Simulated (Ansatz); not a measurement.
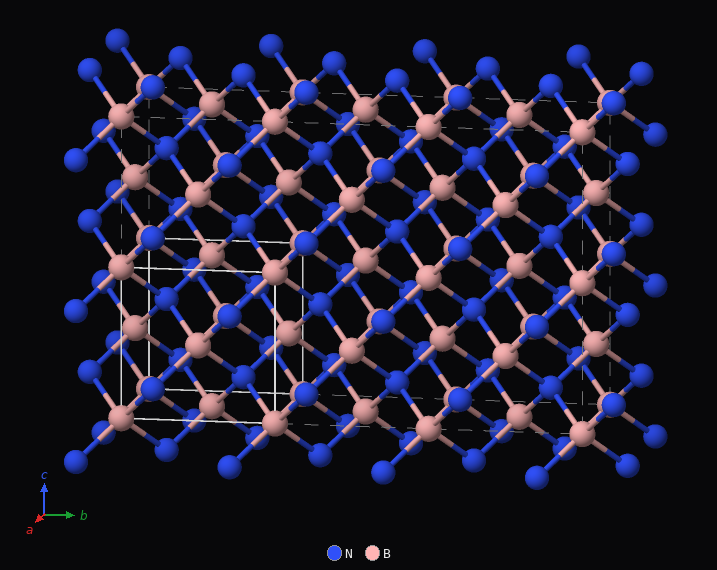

We look at a ball-and-stick model of the crystal slightly off an axis. One drawn cell (a repeat of the simulation cell) is drawn solid; the view covers 1×3×2 cells. Some atoms of the next cells are drawn as well.

The structure is one of BN. Strictly the space group is I-4m2 (No. 119, within 0.01 Å). It is a distorted form of a face-centred cubic structure, space group F-43m (No. 216) within 0.25 Å: zinc blende (sphalerite type). Cell content: 4 B, 4 N, that is 4 formula units. The neighbours of N are four B in a tetrahedral arrangement. Each B is bonded to four N in a tetrahedral arrangement. The bonds build a three-dimensional framework.

The structure comes from a structure listed in the Materials Project. The cell was then strained or its atoms displaced on purpose. It was the input of a calculation with Ansatz.

At this level of theory the cell isn't at rest (compressed, at 50 GPa), so its distances can differ from those at equilibrium, the more so the softer the solid.
